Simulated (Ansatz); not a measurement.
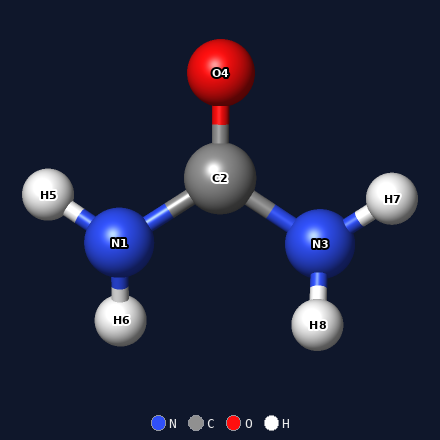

The system is CH₄N₂O, SMILES NC(N)=O; the picture shows the reference structure. First axis: angle O4–C2–N3. Second axis: angle H7–N3–C2. Nothing is relaxed (all other coordinates rigid). The scan uses a 9 × 9 grid. Points are written as (first, second). All energies are given in kJ/mol relative to the lowest grid point. The calculation used Ansatz 0.2.0, RKS r2SCAN-D4/def2-TZVP.

Its coordinates:

```yaml
atoms:
  - { symbol: N, position_ang: [-0.0732, 1.1501, -0.2465] }
  - { symbol: C, position_ang: [-0.2320, -0.2143, -0.4005] }
  - { symbol: N, position_ang: [0.3328, -0.9631, 0.6149] }
  - { symbol: O, position_ang: [-0.8157, -0.7111, -1.3440] }
  - { symbol: H, position_ang: [-0.6631, 1.6887, -0.8606] }
  - { symbol: H, position_ang: [0.0103, 1.5158, 0.6891] }
  - { symbol: H, position_ang: [0.4044, -1.9429, 0.3910] }
  - { symbol: H, position_ang: [1.1287, -0.5804, 1.1009] }
```

Range: angle O4–C2–N3 from 88.0 to 158.0°; angle H7–N3–C2 from 78.1 to 148.1°.

What will the energy surface look like?

Answer. The lowest grid point is at (123.0°, 113.1°). No other kind of well shows on this grid. The highest grid point, (88.0°, 78.1°), lies 482 kJ/mol above the lowest. Round the minimum the two coordinates are weakly coupled (coupling −0.06 in units of the two stiffnesses).

| angle H7–N3–C2 ↓, angle O4–C2–N3 → | 88.0 | 96.8 | 105.5 | 114.3 | 123.0 | 131.8 | 140.5 | 149.3 | 158.0 |
| --- | --- | --- | --- | --- | --- | --- | --- | --- | --- |
| 148.1 | 428 | 271 | 171 | 113 | 92 | 105 | 155 | 253 | 414 |
| 139.4 | 387 | 229 | 130 | 74 | 53 | 67 | 118 | 216 | 377 |
| 130.6 | 357 | 198 | 99 | 43 | 24 | 39 | 90 | 189 | 351 |
| 121.9 | 340 | 178 | 79 | 24 | 6 | 22 | 75 | 174 | 337 |
| 113.1 | 337 | 171 | 71 | 17 | 0 | 17 | 71 | 172 | 336 |
| 104.4 | 349 | 177 | 76 | 22 | 6 | 25 | 80 | 183 | 348 |
| 95.6 | 377 | 198 | 95 | 41 | 26 | 47 | 104 | 208 | 375 |
| 86.9 | 420 | 234 | 128 | 74 | 61 | 82 | 141 | 247 | 416 |
| 78.1 | 482 | 288 | 179 | 124 | 111 | 134 | 195 | 303 | 473 |

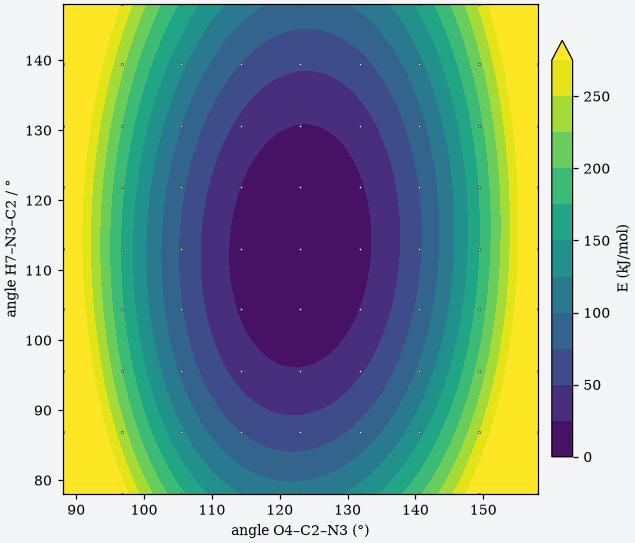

The picture shows filled contours, dots at the grid points, one colour for all values above the top of the scale. Between grid points the surface is interpolated.

Each point was launched as `ansatz run input.yaml --threads 1 --pin off --max-ram 2560MiB --backend cpu --events-out ev --progress --plain --runs-dir out`. Time for the 81 points that were run: 7.9 min on 1 thread of Arm Neoverse V2, on a shared host.
